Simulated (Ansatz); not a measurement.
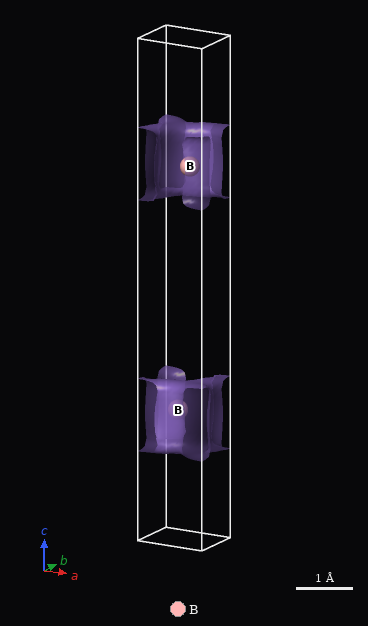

B. Isosurface of the electron localisation function at 0.65 (purple), seen slightly off an axis. Core shells and regions of very low density are left out.

Space group P6₃/mmc; set up as B, hcp; a generated structure, not necessarily the stable one.

Level of theory: Ansatz, DFT, PBE, plane waves (420 eV) with PAW, scalar-relativistic.

Input file:

```
crystal:
  lattice:
    - [1.7150102462, 0.0, 0.0]
    - [-0.8575051231, 1.4852424409, 0.0]
    - [0.0, 0.0, 9.1588010579]
  atoms:
    - { symbol: B, position: [0.3333333333, 0.6666666667, 0.25] }
    - { symbol: B, position: [0.6666666667, 0.3333333333, 0.75] }
hamiltonian:
  xc: pbe
  pseudopotentials:
    kind: paw
    azcp:
      B: "pseudopotentials/B.paw.azcp"
basis:
  ecutwfc: 420
  fft_grid_basis: typed
kpoints:
  mp_grid: { grid: [11, 11, 2], shift: [0, 0, 0] }
magnetization:
  spin_polarized: false
scf:
  occupations: { method: fermi_dirac, width: 0.1 }
output:
  write_density: true
  write_potential: true
  elf: true
  volumetric_format: npy
```

Run with:

```sh
ansatz run input.yaml --threads 4 --pin off --max-ram 8192MiB --backend cpu --events-out ev --progress --plain --runs-dir out
```

Below, planes, directions and counts refer to the conventional cell (a = 1.72 Å, b = 1.72 Å, c = 9.16 Å, α = 90.00°, β = 90.00°, γ = 120.00°).

### Where are the electrons localised?

The ELF exceeds this value in sheets that run through the cell in two directions, counted in one cell of 2 atoms. Regions shared between cells count once. There are no localised bonds or lone pairs at this value. Along the contacts the grid gives the following. B–B (1.72 Å): the ELF peaks at about 0.75 between the atoms.

### Metal or insulator at this level of theory?

It is gapless in this calculation (a metal or semimetal).
